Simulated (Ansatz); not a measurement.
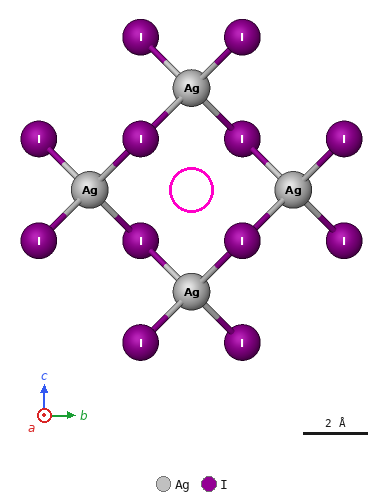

Perfect AgI. A ball-and-stick model of the atoms within 6.0 Å of one point, in a slice 3.4 Å thick across the line of sight, seen along the a axis.

Theory: DFT, PBEsol, PAW, plane waves in Ansatz. Settings: plane-wave cutoff 420 eV; k-point mesh 1 × 1 × 1; mesh shifted by (0.25, 0.25, 0.25); collinear spin. Fermi-Dirac smearing of 0.01 eV. The axes drawn are those of the host's conventional cell.

An extra silver atom is put between the host's atoms (an interstitial) at the ringed place, in charge state 0. The supercell has 64 sites, and the atoms are relaxed at the host's cell.

> How do the neighbours respond?

The Ag atom starts with 4 I at 2.79 to 2.80 Å, 6 Ag at 3.22 to 3.23 Å around its place and ends with 6 Ag at 2.96 to 2.99 Å, 4 I at 3.11 Å. Of the host's atoms, a silver atom moves furthest from its site, by 0.38 Å. The cell's net moment is 0.99 μB.

The relaxed defect, seen from the same direction:

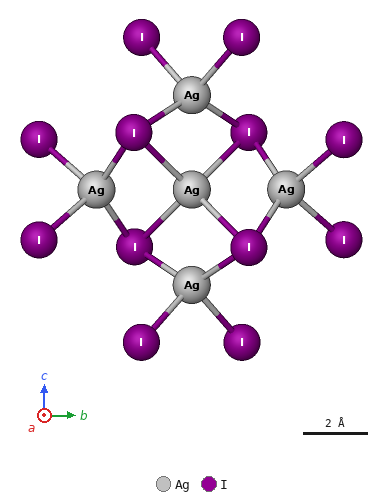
